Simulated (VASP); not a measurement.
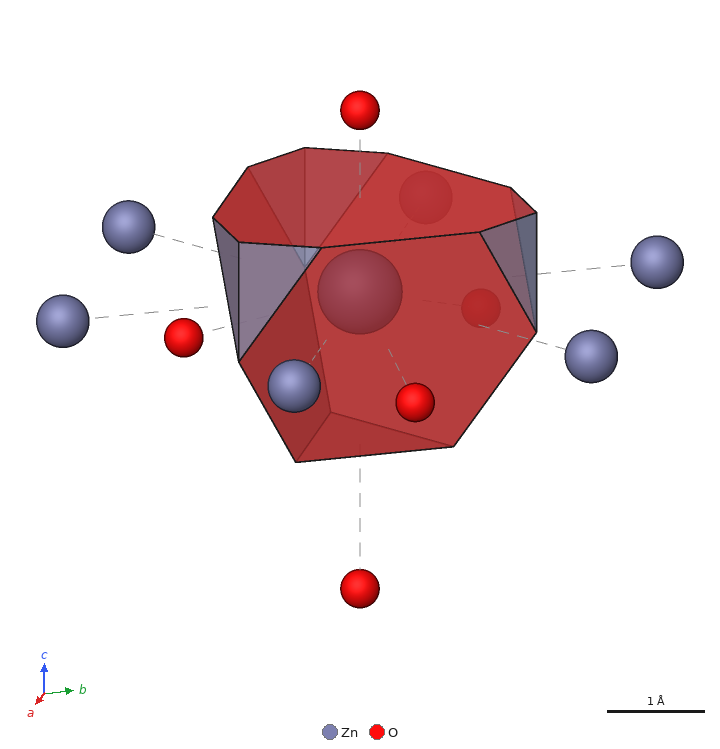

Voronoi cell (the region closer to this atom than to any other), computed from the atomic positions without radii. Central atom: Zn (2b) in ZnO; faces take the colour of the neighbour behind them. Origin: the end point of a relaxation with VASP Kohn-Sham DFT of a periodic cell, r2SCAN, VASP PAW PBE potentials, recommended in VASP 6.6.1.

ZnO, space group P6_3mc (No. 186), a = 3.240 Å, b = 3.240 Å, c = 5.220 Å, α = 90.00°, β = 90.00°, γ = 120.00°

```tsv
site	Wyckoff	x	y	z
Zn	2b	0.6667	0.3333	0.9999
O	2b	0.3333	0.6667	0.8791
```

> How many faces does the cell have, and of which kinds?

11 faces, index ⟨7,0,0,3,0,0,1⟩.

> What is the volume of this Voronoi cell?

11.9 Å³, equal to the mean volume per atom.

> Tabulate the neighbours by distance and solid angle.

| neighbour | faces | distance (Å) | solid angle (% of sphere) |
| --- | --- | --- | --- |
| O | 4 | 1.97 | 89.7 |
| O | 1 | 3.24 | 3.4 |
| Zn | 6 | 3.24 | 6.9 |
